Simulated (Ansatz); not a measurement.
**Run report: MnSi53, field-gradient calculation (part 3 of 3)**

Continued. System: MnSi53 (defect cell, 54 atoms in the cell). Method: DFT, PBE, plane waves, PAW, spin-polarised (Ansatz 0.2.0); cutoff 420 eV, 2×2×2 k-mesh, Fermi–Dirac smearing of 0.01 eV, collinear spins. The structure derives from an entry of the Crystallography Open Database.

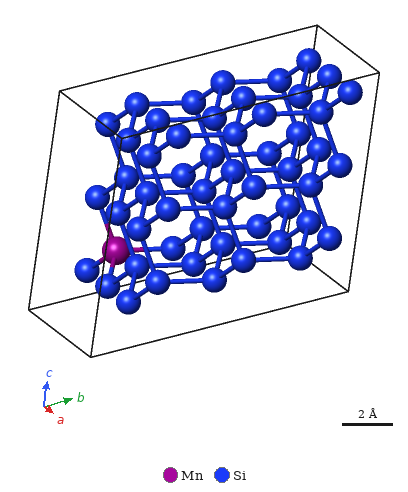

*The structure as given in the input (ball-and-stick view of the cell of the calculation, seen slightly off an axis). An atom can appear more than once, as a periodic image.*

## Output, continued
```
  k-point 2 ↑: bands = ["-74.0800", "-42.8442", "-42.8442", "-42.8442", "-5.1851", "-5.1244", "-4.7288", "-4.7100", "-4.7100", "-4.5416", "-3.3874", "-3.3841", "-3.3841", "-3.3745", "-3.3736", "-3.3320", "-3.3320", "-3.2969", "-3.1862", "-3.1838", "-3.1804", "-3.1804", "-3.1514", "-3.1514", "-3.1119", "-2.4505", "-1.5039", "-1.4947", "-1.4043", "-1.4043", "-1.4043", "-1.4009", "-1.3576", "-1.3359", "-1.3359", "-0.8146", "-0.3141", "-0.3135", "-0.3135", "-0.3126", "-0.2168", "-0.2168", "-0.2111", "0.0995", "0.6460", "0.6460", "0.6556", "0.6573", "0.6701", "0.7514", "0.7514", "1.7341", "2.5375", "2.5375", "2.5878", "2.5899", "2.6067", "2.6423", "2.6423", "2.6580", "2.6795", "2.6804", "2.6804", "2.6854", "2.7011", "2.7011", "2.7046", "2.7321", "2.9178", "2.9178", "2.9238", "3.0444", "3.4185", "3.4359", "3.4389", "3.4389", "3.4831", "3.4831", "3.6130", "3.6130", "3.6586", "3.7063", "3.7459", "3.8183", "3.8692", "3.8702", "3.8702", "3.9725", "3.9725", "3.9777", "4.0023", "4.0507", "4.1424", "4.1424", "4.2128", "4.3238", "4.3238", "4.3470", "4.4216", "4.5179", "4.5185", "4.5374", "4.5924", "4.5924", "4.8304", "4.8676", "4.8684", "4.8684", "5.1937", "5.1937", "5.4441", "5.4441", "5.7376", "5.8059", "5.9942", "6.7786", "6.7786", "7.1052", "7.1221", "8.0228", "8.0750", "8.3425", "8.3520", "8.3520", "8.3538", "8.3695", "8.3695", "8.7378", "8.7753", "9.0550", "9.0854", "9.0861", "9.0861", "9.0889", "9.0895", "9.0895", "9.1023", "9.1613", "9.2521", "9.2740", "9.2740", "9.2756", "9.3063", "9.3309", "9.3309", "9.3694", "9.3694", "9.6610", "9.7866", "9.8676", "9.8758", "9.9417", "9.9417", "10.0156", "10.0334", "10.0334", "10.0655", "10.0724", "10.0844", "10.0844", "10.1950", "10.2218", "10.2218", "10.2385", "10.2971", "10.4251", "10.4318", "10.4563", "10.4563", "10.4735"]
  k-point 2 ↓: bands = ["-71.0239", "-39.8467", "-39.8467", "-39.8467", "-5.1889", "-5.1264", "-4.7327", "-4.7139", "-4.7139", "-4.5419", "-3.3928", "-3.3863", "-3.3863", "-3.3762", "-3.3756", "-3.3386", "-3.3386", "-3.3004", "-3.1899", "-3.1877", "-3.1836", "-3.1836", "-3.1581", "-3.1581", "-3.1217", "-2.4461", "-1.5044", "-1.5013", "-1.4090", "-1.4060", "-1.4060", "-1.3993", "-1.3693", "-1.3467", "-1.3467", "-0.8113", "-0.3171", "-0.3151", "-0.3151", "-0.3113", "-0.2194", "-0.2190", "-0.2190", "0.1123", "0.6461", "0.6461", "0.6540", "0.6573", "0.6668", "0.7449", "0.7449", "1.8069", "2.5783", "2.5783", "2.5852", "2.6385", "2.6435", "2.6474", "2.6474", "2.6556", "2.6791", "2.6791", "2.6800", "2.7034", "2.7113", "2.7113", "2.7208", "2.7316", "2.9287", "2.9287", "2.9541", "3.0905", "3.4640", "3.4640", "3.5007", "3.5065", "3.5065", "3.5116", "3.6191", "3.6191", "3.6572", "3.7781", "3.9059", "3.9059", "3.9163", "3.9370", "3.9742", "3.9905", "3.9905", "4.0004", "4.0611", "4.1527", "4.1527", "4.2063", "4.5027", "4.5027", "4.5092", "4.5132", "4.5144", "4.5344", "4.5729", "4.8077", "4.8111", "4.8111", "5.0435", "5.0435", "5.3263", "5.3263", "5.7092", "5.7221", "5.7221", "5.7346", "6.7660", "6.8786", "7.2313", "7.3269", "7.3459", "7.5201", "7.5201", "8.0225", "8.0797", "8.3432", "8.3502", "8.3502", "8.3536", "8.3808", "8.3808", "8.8366", "8.9197", "9.0544", "9.0850", "9.0850", "9.0888", "9.0901", "9.0912", "9.0912", "9.1077", "9.1567", "9.2703", "9.2884", "9.2884", "9.3372", "9.3426", "9.3426", "9.3490", "9.4176", "9.4176", "9.7657", "9.8667", "9.8767", "9.8991", "9.9386", "9.9386", "10.0149", "10.0340", "10.0340", "10.0722", "10.0791", "10.0907", "10.0907", "10.1902", "10.2310", "10.2310", "10.3019", "10.3035", "10.4241", "10.4257", "10.4547", "10.4547", "10.4700"]
--- Löwdin populations: 54 sites ---
  site symbol       q [e]    m [muB]
     0     Mn     14.3642     3.1296
     1     Si      3.9591     0.0110
     2     Si      3.9591     0.0110
     3     Si      3.9591     0.0110
     4     Si      3.9592    -0.0063
     5     Si      3.9591     0.0110
     6     Si      3.9591     0.0110
     7     Si      3.9591     0.0110
     8     Si      3.9635    -0.0001
     9     Si      3.9591     0.0110
    10     Si      3.9592    -0.0063
    11     Si      3.9591     0.0110
    12     Si      3.9592    -0.0063
    13     Si      3.9592    -0.0063
    14     Si      3.9615    -0.0004
    15     Si      3.9591     0.0110
    16     Si      3.9615    -0.0004
    17     Si      3.9615    -0.0004
    18     Si      3.9591     0.0110
    19     Si      3.9591     0.0110
    20     Si      3.9635    -0.0001
    21     Si      3.9591     0.0110
    22     Si      3.9615    -0.0004
    23     Si      3.9615    -0.0004
    24     Si      3.9635    -0.0001
    25     Si      3.9615    -0.0004
    26     Si      3.9635    -0.0001
    27     Si      4.1342    -0.1175
    28     Si      4.1342    -0.1175
    29     Si      3.9514    -0.0057
    30     Si      4.1342    -0.1175
    31     Si      3.9607    -0.0021
    32     Si      3.9607    -0.0021
    33     Si      3.9514    -0.0057
    34     Si      3.9607    -0.0021
    35     Si      3.9514    -0.0057
    36     Si      4.1342    -0.1175
    37     Si      3.9607    -0.0021
    38     Si      3.9607    -0.0021
    39     Si      3.9607    -0.0021
    40     Si      3.9626     0.0001
    41     Si      3.9607    -0.0021
    42     Si      3.9607    -0.0021
    43     Si      3.9607    -0.0021
    44     Si      3.9617    -0.0031
    45     Si      3.9514    -0.0057
    46     Si      3.9607    -0.0021
    47     Si      3.9514    -0.0057
    48     Si      3.9607    -0.0021
    49     Si      3.9607    -0.0021
    50     Si      3.9617    -0.0031
    51     Si      3.9514    -0.0057
    52     Si      3.9617    -0.0031
    53     Si      3.9617    -0.0031
  spilling = 0.009180 (of n_electrons = 227.000000)
```

## File populations.tsv
```
# site	symbol	l	j	q_up	q_dn
# orbitals = lowdin
# n_electrons = 227.000000
# spilling = 0.009180
0	Mn	0_3S	-	0.998352	0.998522
0	Mn	0_4S	-	0.313409	0.266968
0	Mn	1_3P	-	2.992749	2.992782
0	Mn	2_3D	-	4.442391	1.358988
1	Si	0_3S	-	0.596368	0.591563
1	Si	1_3P	-	1.388697	1.382475
2	Si	0_3S	-	0.596368	0.591563
2	Si	1_3P	-	1.388697	1.382475
3	Si	0_3S	-	0.596368	0.591563
3	Si	1_3P	-	1.388697	1.382475
4	Si	0_3S	-	0.590176	0.589904
4	Si	1_3P	-	1.386266	1.392850
5	Si	0_3S	-	0.596368	0.591563
5	Si	1_3P	-	1.388697	1.382475
6	Si	0_3S	-	0.596368	0.591563
6	Si	1_3P	-	1.388697	1.382475
7	Si	0_3S	-	0.596368	0.591563
7	Si	1_3P	-	1.388697	1.382475
8	Si	0_3S	-	0.590437	0.590128
8	Si	1_3P	-	1.391265	1.391706
9	Si	0_3S	-	0.596368	0.591563
9	Si	1_3P	-	1.388697	1.382475
10	Si	0_3S	-	0.590176	0.589904
10	Si	1_3P	-	1.386266	1.392850
11	Si	0_3S	-	0.596368	0.591563
11	Si	1_3P	-	1.388697	1.382475
12	Si	0_3S	-	0.590176	0.589904
12	Si	1_3P	-	1.386266	1.392850
13	Si	0_3S	-	0.590176	0.589904
13	Si	1_3P	-	1.386266	1.392850
14	Si	0_3S	-	0.589962	0.589926
14	Si	1_3P	-	1.390605	1.391002
15	Si	0_3S	-	0.596368	0.591563
15	Si	1_3P	-	1.388697	1.382475
16	Si	0_3S	-	0.589962	0.589926
16	Si	1_3P	-	1.390605	1.391002
17	Si	0_3S	-	0.589962	0.589926
17	Si	1_3P	-	1.390605	1.391002
18	Si	0_3S	-	0.596368	0.591563
18	Si	1_3P	-	1.388697	1.382475
19	Si	0_3S	-	0.596368	0.591563
19	Si	1_3P	-	1.388697	1.382475
20	Si	0_3S	-	0.590437	0.590128
20	Si	1_3P	-	1.391265	1.391706
21	Si	0_3S	-	0.596368	0.591563
21	Si	1_3P	-	1.388697	1.382475
22	Si	0_3S	-	0.589962	0.589926
22	Si	1_3P	-	1.390605	1.391002
23	Si	0_3S	-	0.589962	0.589926
23	Si	1_3P	-	1.390605	1.391002
24	Si	0_3S	-	0.590437	0.590128
24	Si	1_3P	-	1.391265	1.391706
25	Si	0_3S	-	0.589962	0.589926
25	Si	1_3P	-	1.390605	1.391002
26	Si	0_3S	-	0.590437	0.590128
26	Si	1_3P	-	1.391265	1.391706
27	Si	0_3S	-	0.630379	0.641019
27	Si	1_3P	-	1.377944	1.484812
28	Si	0_3S	-	0.630379	0.641019
28	Si	1_3P	-	1.377944	1.484812
29	Si	0_3S	-	0.598115	0.592964
29	Si	1_3P	-	1.374725	1.385572
30	Si	0_3S	-	0.630379	0.641019
30	Si	1_3P	-	1.377944	1.484812
31	Si	0_3S	-	0.590290	0.590789
31	Si	1_3P	-	1.389005	1.390627
32	Si	0_3S	-	0.590290	0.590789
32	Si	1_3P	-	1.389005	1.390627
33	Si	0_3S	-	0.598115	0.592964
33	Si	1_3P	-	1.374725	1.385572
34	Si	0_3S	-	0.590290	0.590789
34	Si	1_3P	-	1.389005	1.390627
35	Si	0_3S	-	0.598115	0.592964
35	Si	1_3P	-	1.374725	1.385572
36	Si	0_3S	-	0.630379	0.641019
36	Si	1_3P	-	1.377944	1.484812
37	Si	0_3S	-	0.590290	0.590789
37	Si	1_3P	-	1.389005	1.390627
38	Si	0_3S	-	0.590290	0.590789
38	Si	1_3P	-	1.389005	1.390627
39	Si	0_3S	-	0.590290	0.590789
39	Si	1_3P	-	1.389005	1.390627
40	Si	0_3S	-	0.590151	0.589927
40	Si	1_3P	-	1.391217	1.391330
41	Si	0_3S	-	0.590290	0.590789
41	Si	1_3P	-	1.389005	1.390627
42	Si	0_3S	-	0.590290	0.590789
42	Si	1_3P	-	1.389005	1.390627
43	Si	0_3S	-	0.590290	0.590789
43	Si	1_3P	-	1.389005	1.390627
44	Si	0_3S	-	0.590185	0.590017
44	Si	1_3P	-	1.389124	1.392363
45	Si	0_3S	-	0.598115	0.592964
45	Si	1_3P	-	1.374725	1.385572
46	Si	0_3S	-	0.590290	0.590789
46	Si	1_3P	-	1.389005	1.390627
47	Si	0_3S	-	0.598115	0.592964
47	Si	1_3P	-	1.374725	1.385572
48	Si	0_3S	-	0.590290	0.590789
48	Si	1_3P	-	1.389005	1.390627
49	Si	0_3S	-	0.590290	0.590789
49	Si	1_3P	-	1.389005	1.390627
50	Si	0_3S	-	0.590185	0.590017
50	Si	1_3P	-	1.389124	1.392363
51	Si	0_3S	-	0.598115	0.592964
51	Si	1_3P	-	1.374725	1.385572
52	Si	0_3S	-	0.590185	0.590017
52	Si	1_3P	-	1.389124	1.392363
53	Si	0_3S	-	0.590185	0.590017
53	Si	1_3P	-	1.389124	1.392363
```

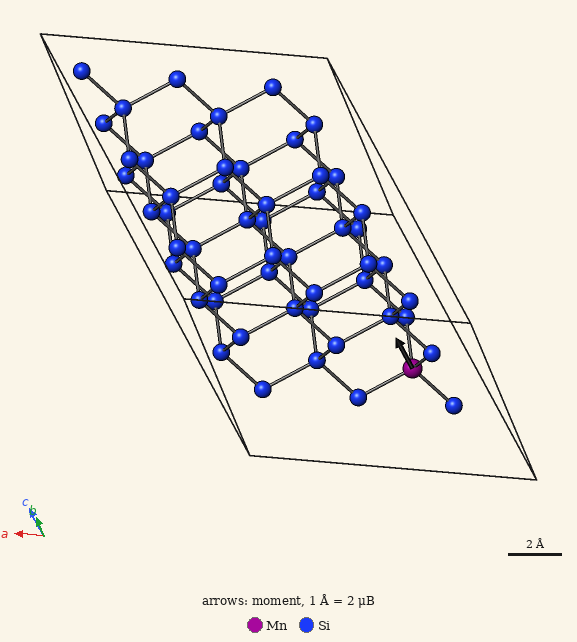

*Magnetic moments of the sites as black arrows (ball-and-stick view of the cell of the calculation, seen at an oblique angle); small moments hardly show. The run is collinear, so the axis drawn is arbitrary.*

Site moments: Mn1 (2.70 μB); Si28, Si29, Si31, Si37 (−0.05 μB). They are counted near the atoms and needn't add up to the moment of the cell. Atoms are counted from 1 in the order of the input.

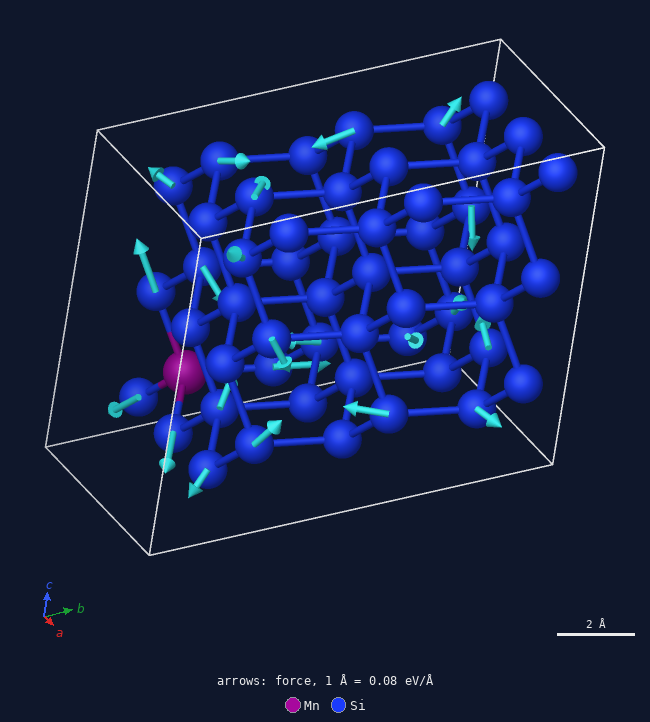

*Forces on the atoms as teal arrows (ball-and-stick view of the cell of the calculation, seen slightly off an axis); the smallest are left out.*

The largest act on Si28, Si29, Si31, Si37 (0.12 eV/Å); Si2, Si3, Si4, Si6, Si7, Si8 and 6 more (0.10 eV/Å); Si30, Si34, Si36, Si46, Si48, Si52 (0.07 eV/Å). Atoms are counted from 1 in the order of the input and aren't labelled in the picture. The geometry is not a stationary point of this energy.

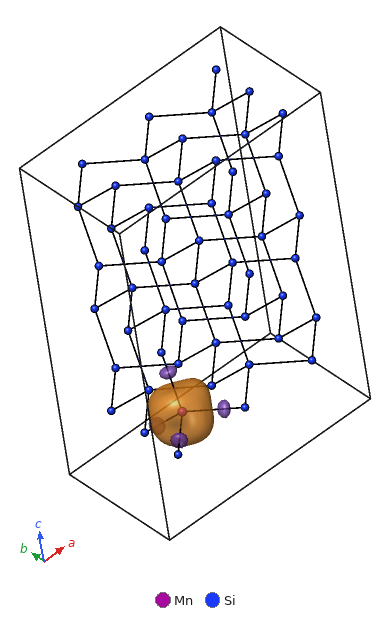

*Isosurfaces of the magnetisation density (up minus down) at +0.05 (orange) and −0.05 e/Å³ (purple), seen slightly off an axis. Sticks mark near contacts. The outline is the calculation cell.*

The spin density sits on Mn: +2.7 μB in one cell of 54 atoms: a single local moment. The cell of the calculation (54 atoms) carries 2.8 μB net. In a PAW calculation such maps are meaningful between the atoms, not at the nuclei.

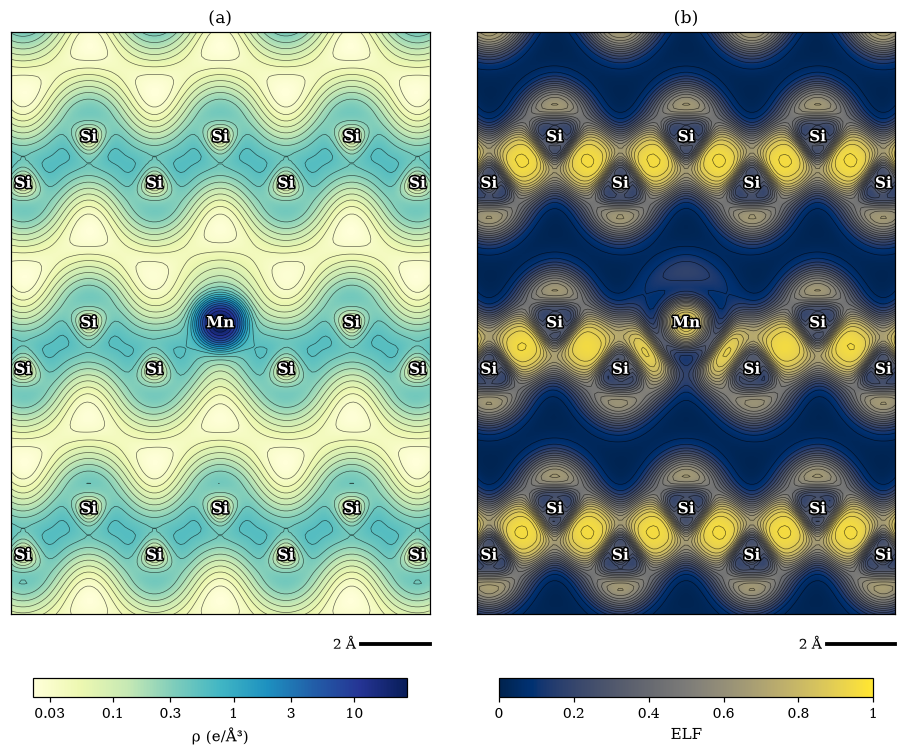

*(a) valence charge density (pseudo); (b) electron localisation function on the (011̄) plane of the calculation cell.*

Si–Si (2.35 Å): ρ is about 0.57 e/Å³ halfway, a local maximum along the line; the ELF peaks at about 0.95 between the atoms, as expected for localised, shared-pair bonding. Mn–Si (2.35 Å): ρ is about 0.54 e/Å³ halfway; the ELF is about 0.70 at the midpoint. Away from the nuclei the density in this plane falls to 0.02 e/Å³ at its lowest. The strong features right at Mn lie inside the PAW spheres (semicore, d or f shells) and say nothing about bonding.

## Summary

```json
{"quantity": "outcome", "value": "converged"}
{"quantity": "electrons treated", "value": "227"}
{"quantity": "free energy", "value": "−37594.0499 eV"}
{"quantity": "Fermi energy", "value": "6.677 eV"}
{"quantity": "net moment of the cell", "value": "2.75 μB"}
{"quantity": "integrated absolute moment", "value": "3.80 μB"}
{"quantity": "pressure", "value": "2.29 GPa"}
{"quantity": "field gradient V_zz (10²¹ V/m²)", "value": "Mn 0.0000, Si 0.72, Si 0.72, Si 0.72, Si −0.0103, Si 0.72, Si 0.72, Si 0.72 (the first 8 of 54 sites)"}
{"quantity": "largest force (length of the vector)", "value": "0.124 eV/Å"}
{"quantity": "hardware", "value": "4 threads of Arm Neoverse V1, 24 GiB of memory available, shared host"}
{"quantity": "wall time", "value": "45 s (CPU time 2.9 min)"}
{"quantity": "peak memory", "value": "4 GiB"}
```

Settings chosen away from the usual ones: scf.lower_state_search = "off", total_charge = 0.
